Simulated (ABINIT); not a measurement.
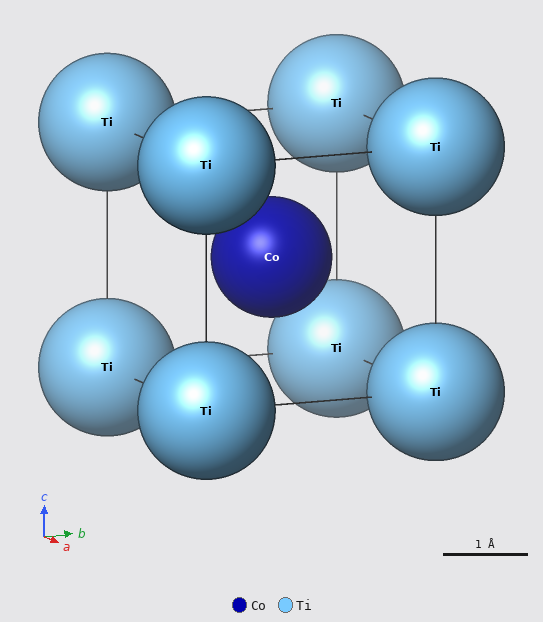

**Figure 1.** The structure (spheres-only view of the cell of the calculation, seen slightly off an axis). An atom can appear more than once, as a periodic image.

# TiCo: hubbard response calculation (part 1 of 3)

TiCo (2 atoms in the cell), computed with Kohn-Sham DFT of a periodic cell, LDA, DFT+U, JTH PAW LDA v2.0, spin-polarised (ABINIT 10.8.3).

The structure derives from a Materials Project entry.

## Input file
```
# Datasets
ndtset 3

# Pseudopotentials
pp_dirpath "./"
pseudos "Co.LDA_PW-JTH.xml, Ti.LDA_PW-JTH.xml"

# Structure
acell 2.98611099 2.98611099 2.98611099 Angstrom
rprim
     1.0000000000     0.0000000000     0.0000000000
     0.0000000000     1.0000000000     0.0000000000
     0.0000000000     0.0000000000     1.0000000000
ntypat 2
znucl 27 22
natom 2
typat 1 2
xred
            1/2            1/2            1/2
            0.0            0.0            0.0

# Plane-wave basis
ecut 29.9
pawecutdg 51.9

# k points
kptopt 2
ngkpt 4 4 4
nshiftk 1
shiftk 0.0 0.0 0.0

# Exchange and correlation
ixc 7

# Bands and occupations
nband 20
occopt 4
tsmear 0.02 eV

# Spin
nsppol 2
spinat
     0.0000000000     0.0000000000     2.0000000000
     0.0000000000     0.0000000000     1.0000000000
nsym 1

# DFT+U
usepawu 1
lpawu 2 -1
upawu 0.0 0.0 eV
jpawu 0.0 0.0 eV
dmatpuopt 3

# SCF cycle
nstep 120
tolvrs 1.0e-9

# Output
prteig 0
prtebands 0
prtden 0
prtwf 0

# Linear response
irdwfk 1
macro_uj 1
pawujat 1
pawujv1 -0.1 eV
pawujv2 0.05 eV
pawujv3 0.1 eV
```

## File gs.abi
```
# Pseudopotentials
pp_dirpath "./"
pseudos "Co.LDA_PW-JTH.xml, Ti.LDA_PW-JTH.xml"

# Structure
acell 2.98611099 2.98611099 2.98611099 Angstrom
rprim
     1.0000000000     0.0000000000     0.0000000000
     0.0000000000     1.0000000000     0.0000000000
     0.0000000000     0.0000000000     1.0000000000
ntypat 2
znucl 27 22
natom 2
typat 1 2
xred
            1/2            1/2            1/2
            0.0            0.0            0.0

# Plane-wave basis
ecut 29.9
pawecutdg 51.9

# k points
kptopt 2
ngkpt 4 4 4
nshiftk 1
shiftk 0.0 0.0 0.0

# Exchange and correlation
ixc 7

# Bands and occupations
nband 20
occopt 4
tsmear 0.02 eV

# Spin
nsppol 2
spinat
     0.0000000000     0.0000000000     2.0000000000
     0.0000000000     0.0000000000     1.0000000000
nsym 1

# DFT+U
usepawu 1
lpawu 2 -1
upawu 0.0 0.0 eV
jpawu 0.0 0.0 eV
dmatpuopt 3

# SCF cycle
nstep 120
tolvrs 1.0e-9

# Output
prteig 0
prtebands 0
prtden 0
```

Machine: 1 thread of Arm Neoverse V1, 112 GiB of memory available, shared host.

Run as:
```bash
abinit gs.abi > log 2>&1
ln -s gso_WFK runi_DS1_WFK
ln -s gso_WFK runi_DS2_WFK
ln -s gso_WFK runi_DS3_WFK
abinit run.abi > log 2>&1
lruj runo_DS1_LRUJ.nc runo_DS2_LRUJ.nc runo_DS3_LRUJ.nc > lruj.log 2>&1
```

## What the program printed
```
.Version 10.8.3 of ABINIT
 DATASET    1 : space group P1 (#  1); Bravais aP (primitive triclinic)
================================================================================
 Values of the parameters that define the memory need for DATASET  1.
     intxc =       0    ionmov =       0      iscf =      17    lmnmax =      18
     lnmax =       6     mgfft =      30  mpssoang =       3    mqgrid =    3001
     natom =       2  nloc_mem =       2    nspden =       2   nspinor =       1
    nsppol =       2      nsym =       1    n1xccc =       1    ntypat =       2
    occopt =       4   xclevel =       1
       mpw =        1420          nfft =       27000          nkpt =          36
 PAW method is used; the additional fine FFT grid is defined by:
   mgfftf=        40    nfftf =     64000
================================================================================
================================================================================

 DATASET    2 : space group P1 (#  1); Bravais aP (primitive triclinic)
================================================================================
 Values of the parameters that define the memory need for DATASET  2.
     intxc =       0    ionmov =       0      iscf =      17    lmnmax =      18
     lnmax =       6     mgfft =      30  mpssoang =       3    mqgrid =    3001
     natom =       2  nloc_mem =       2    nspden =       2   nspinor =       1
    nsppol =       2      nsym =       1    n1xccc =       1    ntypat =       2
    occopt =       4   xclevel =       1
       mpw =        1420          nfft =       27000          nkpt =          36
 PAW method is used; the additional fine FFT grid is defined by:
   mgfftf=        40    nfftf =     64000
================================================================================
================================================================================

 DATASET    3 : space group P1 (#  1); Bravais aP (primitive triclinic)
================================================================================
 Values of the parameters that define the memory need for DATASET  3.
     intxc =       0    ionmov =       0      iscf =      17    lmnmax =      18
     lnmax =       6     mgfft =      30  mpssoang =       3    mqgrid =    3001
     natom =       2  nloc_mem =       2    nspden =       2   nspinor =       1
    nsppol =       2      nsym =       1    n1xccc =       1    ntypat =       2
    occopt =       4   xclevel =       1
       mpw =        1420          nfft =       27000          nkpt =          36
 PAW method is used; the additional fine FFT grid is defined by:
   mgfftf=        40    nfftf =     64000
================================================================================
================================================================================

--------------------------------------------------------------------------------
------------- Echo of variables that govern the present computation ------------
--------------------------------------------------------------------------------
 -outvars: echo values of preprocessed input variables --------
            acell      5.6429319527E+00  5.6429319527E+00  5.6429319527E+00 Bohr
              amu      5.89332000E+01  4.78800000E+01
         atvshift1      -0.00367   -0.00367   -0.00367   -0.00367   -0.00367
                        -0.00367   -0.00367   -0.00367   -0.00367   -0.00367
                         0.00000    0.00000    0.00000    0.00000    0.00000
                         0.00000    0.00000    0.00000    0.00000    0.00000
         atvshift2       0.00184    0.00184    0.00184    0.00184    0.00184
                         0.00184    0.00184    0.00184    0.00184    0.00184
                         0.00000    0.00000    0.00000    0.00000    0.00000
                         0.00000    0.00000    0.00000    0.00000    0.00000
         atvshift3       0.00367    0.00367    0.00367    0.00367    0.00367
                         0.00367    0.00367    0.00367    0.00367    0.00367
                         0.00000    0.00000    0.00000    0.00000    0.00000
                         0.00000    0.00000    0.00000    0.00000    0.00000
           diemix      4.50000000E-01
        dmatpuopt           3
             ecut      2.99000000E+01 Hartree
           irdwfk           1
              ixc           7
           jdtset        1    2    3
           kptopt           2
         kptrlatt        4    0    0      0    4    0      0    0    4
          kptrlen      2.25717278E+01
            lpawu           2      -1
         macro_uj        1
            natom           2
            nband          20
        natvshift        5
           ndtset           3
            ngfft          30      30      30
          ngfftdg          40      40      40
             nkpt          36
           nspden           2
           nsppol           2
            nstep         120
             nsym           1
           ntypat           2
           occopt           4
        pawecutdg      5.19000000E+01 Hartree
           pawujv1    -3.6749322176E-03 Hartree
           pawujv2     1.8374661088E-03 Hartree
           pawujv3     3.6749322176E-03 Hartree
           prtden           0
        prtebands           0
           prteig           0
            prtwf           0
          spgroup           1
           spinat      0.0000000000E+00  0.0000000000E+00  2.0000000000E+00
                       0.0000000000E+00  0.0000000000E+00  1.0000000000E+00
           tolvrs      1.00000000E-09
           tsmear      7.34986444E-04 Hartree
            typat      1  2
          usepawu           1
           useylm           1
           xangst      1.4930554950E+00  1.4930554950E+00  1.4930554950E+00
                       0.0000000000E+00  0.0000000000E+00  0.0000000000E+00
            xcart      2.8214659763E+00  2.8214659763E+00  2.8214659763E+00
                       0.0000000000E+00  0.0000000000E+00  0.0000000000E+00
             xred      5.0000000000E-01  5.0000000000E-01  5.0000000000E-01
                       0.0000000000E+00  0.0000000000E+00  0.0000000000E+00
            znucl       27.00000   22.00000

================================================================================

 chkinp: Checking input parameters for consistency, jdtset=   1.

 chkinp: Checking input parameters for consistency, jdtset=   2.

 chkinp: Checking input parameters for consistency, jdtset=   3.

================================================================================
== DATASET  1 ==================================================================

--- !DatasetInfo
iteration_state: {dtset: 1, }
dimensions: {natom: 2, nkpt: 36, mband: 20, nsppol: 2, nspinor: 1, nspden: 2, mpw: 1420, }
cutoff_energies: {ecut:  29.9, pawecutdg:  51.9, }
electrons: {nelect:   2.90000000E+01, charge:   0.00000000E+00, occopt:   4.00000000E+00, tsmear:   7.34986444E-04, }
meta: {optdriver: 0, ionmov: 0, optcell: 0, iscf: 17, paral_kgb: 0, }
...

 Exchange-correlation functional for the present dataset will be:
  LDA: Perdew-Wang 92 LSD fit to Ceperley-Alder data - ixc=7
  J.P.Perdew and Y.Wang, PRB 45, 13244 (1992)

 Real(R)+Recip(G) space primitive vectors, cartesian coordinates (Bohr,Bohr^-1):
 R(1)=  5.6429320  0.0000000  0.0000000  G(1)=  0.1772128  0.0000000  0.0000000
 R(2)=  0.0000000  5.6429320  0.0000000  G(2)=  0.0000000  0.1772128  0.0000000
 R(3)=  0.0000000  0.0000000  5.6429320  G(3)=  0.0000000  0.0000000  0.1772128
 Unit cell volume ucvol=  1.7968608E+02 bohr^3
 Angles (23,13,12)=  9.00000000E+01  9.00000000E+01  9.00000000E+01 degrees

 Coarse grid specifications (used for wave-functions):

 getcut: wavevector=  0.0000  0.0000  0.0000  ngfft=  30  30  30
         ecut(hartree)=     29.900   => boxcut(ratio)=   2.15981

 Fine grid specifications (used for densities):

 getcut: wavevector=  0.0000  0.0000  0.0000  ngfft=  40  40  40
         ecut(hartree)=     51.900   => boxcut(ratio)=   2.18578

--- Pseudopotential description ------------------------------------------------
- pspini: atom type   1  psp file is ./Co.LDA_PW-JTH.xml
 Pseudopotential format is: paw10
 basis_size (lnmax)=  6 (lmn_size= 18), orbitals=   0   0   1   1   2   2
 Spheres core radius: rc_sph= 2.10903434
 Shapefunction is SIN type: shapef(r)=[sin(pi*r/rshp)/(pi*r/rshp)]**2
 Radius for shape functions =  1.60384542
 Compensation charge density is not taken into account in XC energy/potential

- pspini: atom type   2  psp file is ./Ti.LDA_PW-JTH.xml
 Pseudopotential format is: paw10
 basis_size (lnmax)=  6 (lmn_size= 18), orbitals=   0   0   1   1   2   2
 Spheres core radius: rc_sph= 2.30802695
 Shapefunction is BESSEL type: shapef(r,l)=aa(1,l)*jl(q(1,l)*r)+aa(2,l)*jl(q(2,l)*r)
 Radius for shape functions =  2.01037111
 Compensation charge density is not taken into account in XC energy/potential

   1.14466368E+03                                ecore*ucvol(ha*bohr**3)
--------------------------------------------------------------------------------

-inwffil : will read wavefunctions from disk file runi_DS1_WFK

 ******************************************
 DFT+U Method used: FLL
 ******************************************

================================================================================

--- !BeginCycle
iteration_state: {dtset: 1, }
solver: {iscf: 17, nstep: 120, nline: 4, wfoptalg: 10, }
tolerances: {tolvrs: 1.00E-09, }
...

     iter   Etot(hartree)      deltaE(h)  residm     nres2   difmagsph maxmagsph
 ETOT  1  -205.32319948979    -2.053E+02 1.119E-06 2.625E-01 5.063E-01 5.063E-01
 ETOT  2  -205.32527376517    -2.074E-03 2.253E-05 5.635E+00 1.317E-01 6.379E-01
 ETOT  3  -205.32302775229     2.246E-03 8.343E-04 7.086E-02 1.217E-01 5.162E-01
 ETOT  4  -205.32308176771    -5.402E-05 1.425E-05 2.320E-03 2.731E-03 5.135E-01
 ETOT  5  -205.32308199452    -2.268E-07 1.706E-07 7.434E-04 2.934E-04 5.138E-01
 ETOT  6  -205.32308139757     5.969E-07 1.919E-07 2.686E-04 5.550E-04 5.143E-01
 ETOT  7  -205.32308166212    -2.646E-07 2.102E-07 5.305E-04 5.698E-04 5.137E-01
 ETOT  8  -205.32308143184     2.303E-07 1.539E-07 1.626E-05 6.377E-05 5.137E-01
 ETOT  9  -205.32308148311    -5.126E-08 6.789E-09 1.414E-05 5.356E-04 5.132E-01
 ETOT 10  -205.32308147011     1.300E-08 5.674E-09 1.022E-05 1.828E-04 5.130E-01
 ETOT 11  -205.32308146639     3.719E-09 3.946E-09 1.640E-06 4.270E-05 5.129E-01
 ETOT 12  -205.32308146642    -2.458E-11 9.422E-10 3.547E-07 4.858E-05 5.129E-01
 ETOT 13  -205.32308146643    -1.887E-11 1.502E-10 3.902E-07 5.762E-05 5.128E-01
 ETOT 14  -205.32308146616     2.762E-10 1.118E-10 1.341E-08 7.469E-06 5.128E-01
 ETOT 15  -205.32308146618    -2.245E-11 1.394E-11 6.103E-09 1.106E-05 5.128E-01
 ETOT 16  -205.32308146619    -7.134E-12 2.234E-12 8.996E-10 5.550E-06 5.128E-01

 At SCF step   16       nres2   =  9.00E-10 < tolvrs=  1.00E-09 =>converged.

 Cartesian components of stress tensor (hartree/bohr^3)
  sigma(1 1)=  4.96296104E-04  sigma(3 2)=  5.80397411E-11
  sigma(2 2)=  4.96296709E-04  sigma(3 1)= -1.05751100E-10
  sigma(3 3)=  4.96296338E-04  sigma(2 1)= -3.67539197E-11

--- !ResultsGS
iteration_state: {dtset: 1, }
comment   : Summary of ground state results
lattice_vectors:
- [  5.6429320,   0.0000000,   0.0000000, ]
- [  0.0000000,   5.6429320,   0.0000000, ]
- [  0.0000000,   0.0000000,   5.6429320, ]
lattice_lengths: [   5.64293,    5.64293,    5.64293, ]
lattice_angles: [ 90.000,  90.000,  90.000, ] # degrees, (23, 13, 12)
lattice_volume:   1.7968608E+02
convergence: {deltae: -7.134E-12, res2:  8.996E-10, residm:  2.234E-12, diffor: null, }
etotal    :  -2.05323081E+02
entropy   :   0.00000000E+00
fermie    :   3.99866161E-01
cartesian_stress_tensor: # hartree/bohr^3
- [  4.96296104E-04,  -3.67539197E-11,  -1.05751100E-10, ]
- [ -3.67539197E-11,   4.96296709E-04,   5.80397411E-11, ]
- [ -1.05751100E-10,   5.80397411E-11,   4.96296338E-04, ]
pressure_GPa:  -1.4602E+01
xred      :
- [  5.0000E-01,   5.0000E-01,   5.0000E-01, Co]
- [  0.0000E+00,   0.0000E+00,   0.0000E+00, Ti]
cartesian_forces: # hartree/bohr
- [ -6.29712456E-10,   5.06951556E-11,   2.28090465E-09, ]
- [  6.29712456E-10,  -5.06951556E-11,  -2.28090465E-09, ]
force_length_stats: {min:   2.36677709E-09, max:   2.36677709E-09, mean:   2.36677709E-09, }
...

 Integrated electronic and magnetization densities in atomic spheres:
 ------------------------------------------------------------------------------------------------------------
 Radius=ratsph(iatom), smearing ratsm=  0.0000. Diff(up-dn)=approximate z local magnetic moment.
    Atom    Radius    up_density   dn_density  Total(up+dn)  Diff(up-dn)
    1 Co   2.10903     8.056660     7.543843     15.600503     0.512817
    2 Ti   2.30803     5.055476     5.160422     10.215898    -0.104946
```
